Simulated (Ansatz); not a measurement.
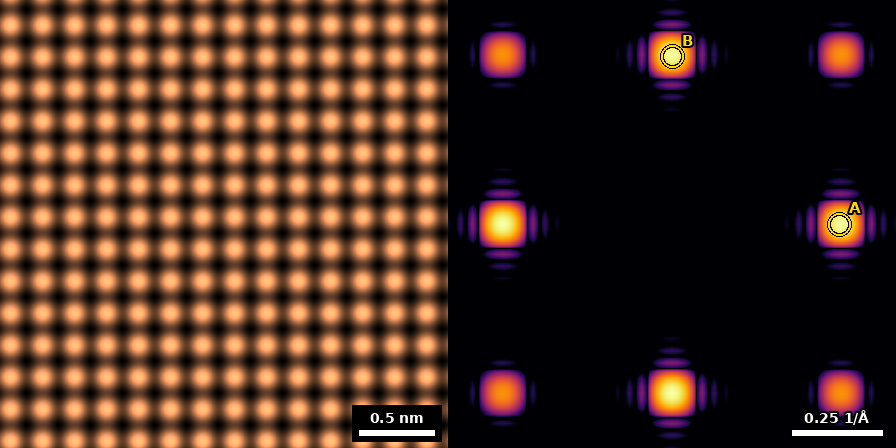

Z-contrast image of a crystal. The image is simulated as a sum over atoms of Z^1.7, blurred by a 1.30 Å probe (no channelling). The probe carries 15 % of its weight in a tail 2.5 times as wide. The display is stretched by a gamma of 0.8; percentages refer to the linear signal.

The right panel is the modulus of the image's Fourier transform on a logarithmic scale.

> Which lattice spacings do the marked spots stand for, and what angle do A and B enclose?

A: 2.1 Å, B: 2.1 Å; A and B enclose about 90°.

The crystal is Ru (Im-3m, No. 229) along [001]; the spots are (-1 -1 0) and (1 -1 0). Structure used: coordinates from a relaxation with Ansatz, DFT, m-r2SCAN, plane waves (500 eV) with PAW, scalar-relativistic; the starting structure was generated, so it need not be a known form of this composition.
